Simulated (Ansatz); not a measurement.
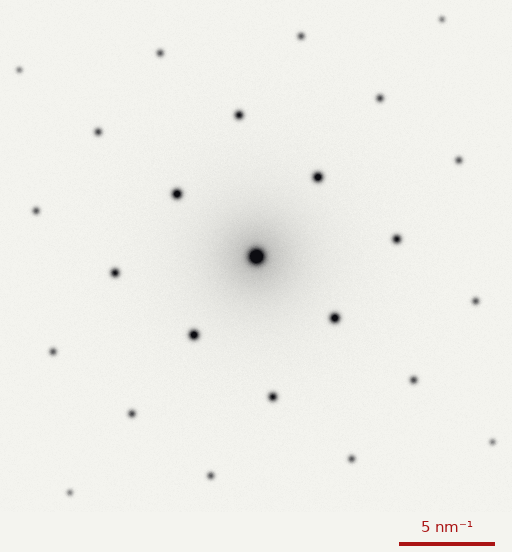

Computed electron diffraction pattern, 100 kV, single scattering only, B = 0.3 Å².

It belongs to Rh, space group Fm-3m (No. 225), a = 3.78 Å. Structure: the end point of a relaxation with DFT PBEsol, scalar-relativistic, plane waves, PAW (Ansatz); the starting structure was generated, so it need not be a known form of this composition.

**Determine the zone axis from the geometry of the pattern.**

The spots form a square net with both shortest vectors at d = 1.89 Å, 90.0° apart. They index as 2 0 0 and 0 2 0, so the zone axis is [001] (or an equivalent direction of <001>).

**List the strongest reflections.**

Strongest reflections with d > 0.80 Å, one of each family (|F|² from tabulated Gaussian fits of the electron scattering factors, times a small damping for the curvature of the Ewald sphere):

```csv
hkl,d (Å),I (strongest = 100)
2 0 0,1.890,100
2 2 0,1.336,47
4 0 0,0.945,17
4 2 0,0.845,12
```
